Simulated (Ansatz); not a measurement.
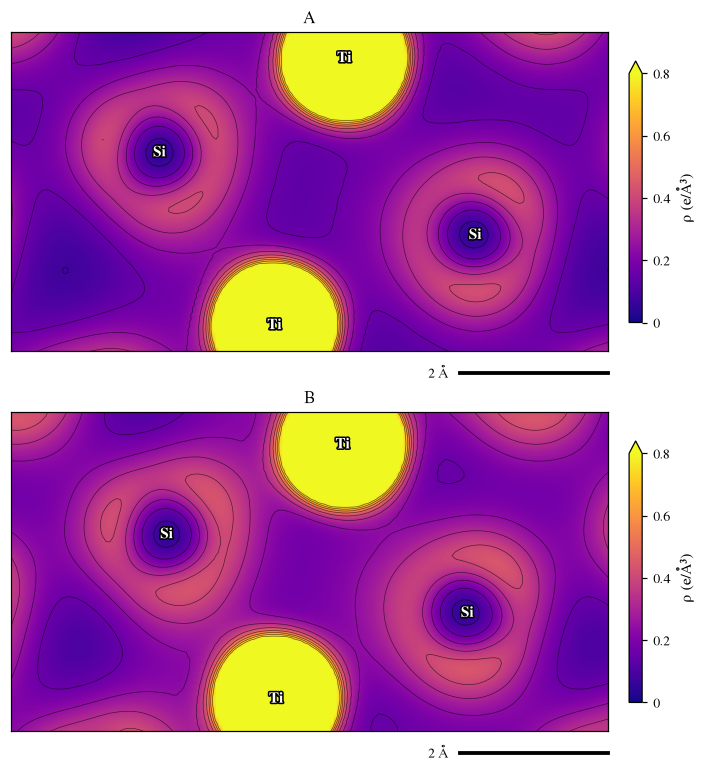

TiSi₂. The valence pseudo-density of two cells that differ in size, on the (001) plane of each (indices in the axes of the calculation cell), at one length scale and on one colour scale; one has 13.6 and the other 15.8 Å³ an atom.

Space group Cmcm; a structure from a database of computed crystals, not necessarily the ambient phase; computed without spin polarisation.

Method: DFT PBE, scalar-relativistic, plane waves, PAW (Ansatz).

Which is the denser cell? Describe the effect of the change.

Panel B is the smaller cell, by 14 % in volume. From the larger cell to the smaller, Ti–Si goes from 2.80 to 2.67 Å, and the density at its midpoint from 0.25 to 0.3 e/Å³; the pressure goes from −10 to 9 GPa.
